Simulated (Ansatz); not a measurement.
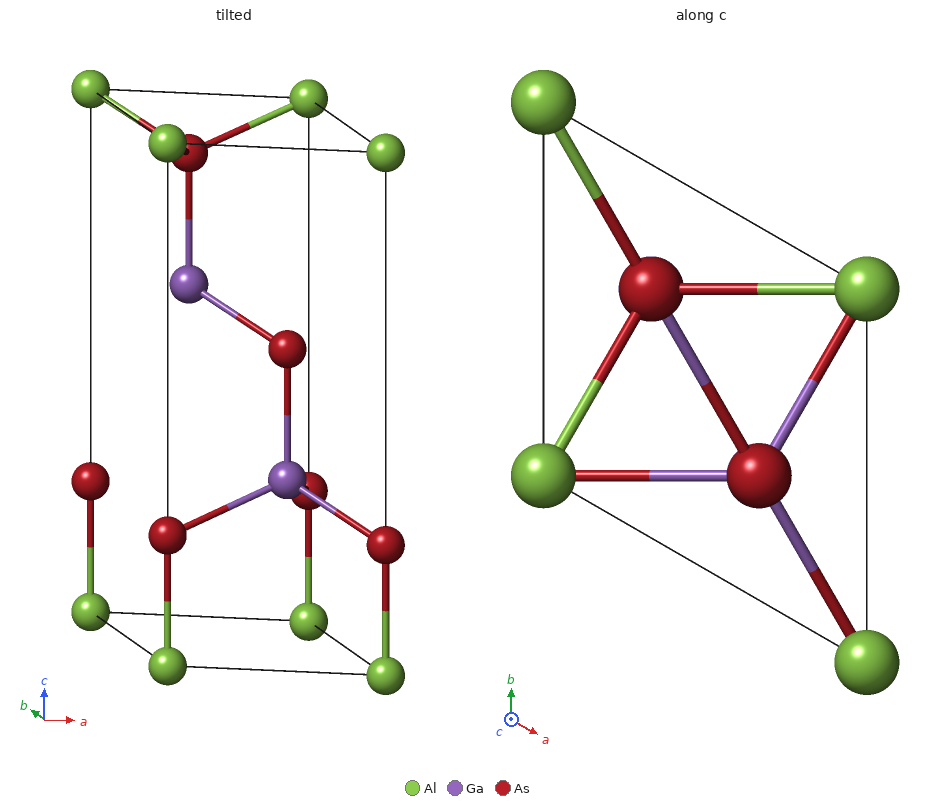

Shown here is a ball-and-stick view of the crystal, taken slightly off an axis and along the c axis. Thin lines show the conventional unit cell, with boundary atoms drawn in all their periodic places. Cell: a = 4.06 Å, b = 4.06 Å, c = 9.94 Å, α = 90.00°, β = 90.00°, γ = 120.00°.

Origin of the cell: a structure type filled with these elements by a generator (whether the compound takes this form wasn't checked). Earlier steps of the study may have refined or changed the cell and positions. Ansatz was used for an electronic-structure calculation on it.

State composition, symmetry and coordination.

Answer. The formula is AlGa2As3. Its lattice is primitive hexagonal, its space group P3m1 (No. 156). The cell comprises 1 formula unit: 1 Al, 2 Ga, 3 As. Al bonds to four As in a tetrahedral arrangement at about 2.5 Å. Around each Ga lie four As in a tetrahedral arrangement at about 2.5 Å. As takes three kinds of site: 1b with three Al and one Ga in a tetrahedral arrangement (about 2.5 Å to Al, 2.5 Å to Ga); 1c with four Ga in a tetrahedral arrangement at about 2.5 Å; 1a with three Ga and one Al in a tetrahedral arrangement (about 2.5 Å to Ga, 2.5 Å to Al). The bonds build a three-dimensional framework.

Electronic-structure method: DFT PBE, scalar-relativistic, plane waves, PAW in Ansatz 0.2.0. Parameters: plane waves up to 420 eV, a 12×12×4 mesh of k-points, Gaussian smearing of 0.02 eV, no spin polarisation.

Does it come out as a metal, or with a gap?

Answer. A semiconductor at this level, with a gap of 0.53 eV, direct.

List the Bader charges.

Answer. Al +1.94 e; Ga +0.68 e; As -1.63 to -0.67 e.

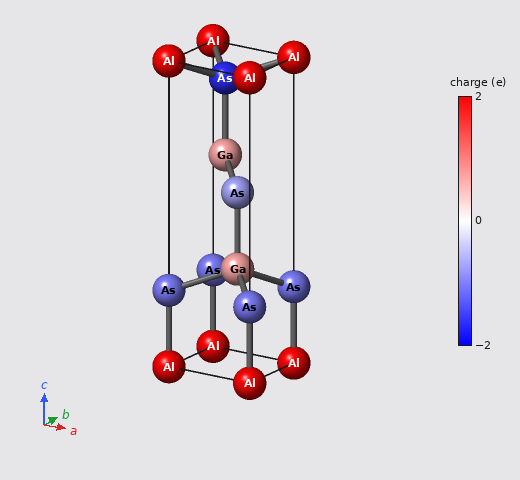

The atoms coloured by those charges. The run's cell of 6 atoms is drawn.

Are forces and stress small enough to call this relaxed?

Answer. Yes. All forces vanish to within 0.01 eV/Å. The pressure is 0.0 GPa, close to zero.
